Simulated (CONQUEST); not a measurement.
**Energy of BN along an even scaling of the cell**

System: BN (8 atoms in the cell).
Method: Kohn-Sham DFT of a periodic cell, PBE, PseudoDojo NC PBE, no spin polarisation (CONQUEST 1.3).

The 7 runs differ only in the geometry, by an even scaling of the cell at fixed fractional positions. The structure derives from an entry of the Crystallography Open Database.

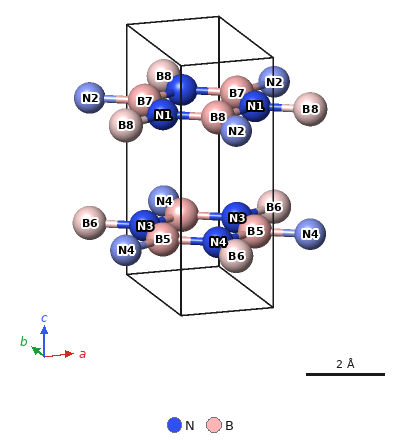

Figure 1. The structure of run 4 (ball-and-stick view of the cell of the calculation, seen slightly off an axis; neighbours outside the cell are drawn fainter; atoms are numbered from 1 in the order of the input).

### Input of run 4
```
IO.Title BN
IO.Coordinates coords.dat
IO.FractionalAtomicCoords T
IO.Iprint 2
IO.Iprint_init 1
General.NumberOfSpecies 2
General.PseudopotentialType hamann
AtomMove.TypeOfRun static
AtomMove.FullStress T
Grid.PointsAlongX 32
Grid.PointsAlongY 48
Grid.PointsAlongZ 72
DM.SolutionMethod diagon
Diag.MPMesh T
Diag.GammaCentred T
Diag.MPMeshX 11
Diag.MPMeshY 6
Diag.MPMeshZ 4
Diag.kT 0.00183747
minE.SCTolerance 1e-6
SC.MaxIters 100
IO.AtomChargeOutput T
%block ChemicalSpeciesLabel
1 14.010 N
2 10.810 B
%endblock
```

Command:
```bash
Conquest
```

Lattice vectors (Å) and fractional positions of run 4:
```
   2.498240    0.000000    0.000000
   0.000000    4.327079    0.000000
   0.000000    0.000000    6.635700
N   0.000000  0.333333  0.750000
N   0.500000  0.833333  0.750000
N   0.000000  0.666667  0.250000
N   0.500000  0.166667  0.250000
B   0.000000  0.333333  0.250000
B   0.500000  0.833333  0.250000
B   0.000000  0.666667  0.750000
B   0.500000  0.166667  0.750000
```

Run 5 has the same physical settings and fractional positions; its lattice vectors (Å) are:
```
   2.514785    0.000000    0.000000
   0.000000    4.355736    0.000000
   0.000000    0.000000    6.679646
```

### Results, with one run withheld

```tsv
run	volume per atom (Å³)	free energy per atom, from the lowest run given (meV)	pressure (GPa)	gap on the mesh (eV)
1	8.429	60.12	25.85	4.30
2	8.608	35.06	19.14	4.28
3	8.787	17.22	12.91	4.26
4	8.967	5.84	7.56	4.23
5	9.146	?	?	?
6	9.325	0.00	−2.19	4.19
7	9.505	4.82	−6.44	4.16
```

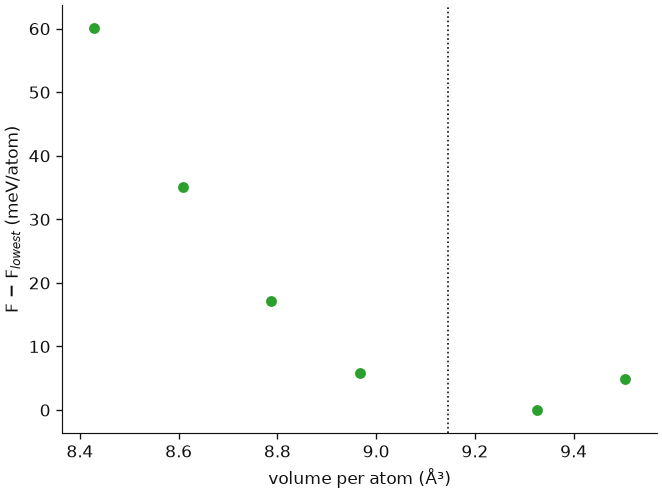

Figure 2. Free energy per atom of the runs given; the dotted line marks run 5.

Estimate the energy of run 5 from the others.

A cubic polynomial in V^(−2/3) (the Birch–Murnaghan form), fitted to the 6 runs given, misses them by at most 0.08 meV per atom. With x = V^(−2/3) − 0.23244 Å⁻², it reads F = 7.9718 + 3152.8 x + 2.9359e+05 x² − 85265 x³ (meV per atom). At run 5 it gives 0.25 meV per atom, and the run itself gives 0.15. The slope of the fit gives a pressure −dF/dV of 2.47 GPa there, and the run prints 2.53 GPa. The two needn't agree exactly: the fit is approximate, and the printed stress is taken on a finite basis. The fit has its minimum at 9.241 Å³ per atom, where V d²F/dV² gives 234 GPa. Cell shape and fractional positions are held, so this is the stiffness under even scaling; the relaxed bulk modulus wasn't computed and can be far lower in a crystal of layers, chains or molecules like this one. The gap on the mesh goes, without turning, from 4.30 eV in run 1 to 4.16 eV in run 7; run 5 has 4.21 eV. These are gaps of this functional on this mesh, which can miss the band edges; they aren't the measured gap.

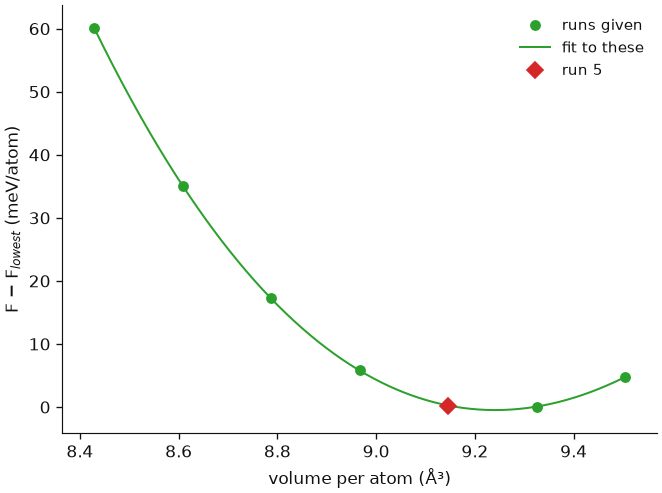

Figure 3. The fit and the withheld run.

### Some lines of the output (run 5)
```
[...]
      Using Fermi-Dirac smearing
          DFT Total Energy                 :       -53.364250650861678 Ha
          DFT Total Energy                 :       -53.561365263751505 Ha
          DFT Total Energy                 :       -53.580370472248333 Ha
          DFT Total Energy                 :       -53.580862903464251 Ha
          DFT Total Energy                 :       -53.580876119383895 Ha
          DFT Total Energy                 :       -53.580876162329496 Ha
          DFT Total Energy                 :       -53.580876162753093 Ha
      |* DFT total energy        =       -53.580876162753093 Ha
    force: Average pressure:      2.53475691 GPa
```

Notes: With a small basis of atomic orbitals these values can differ much from converged plane-wave results.
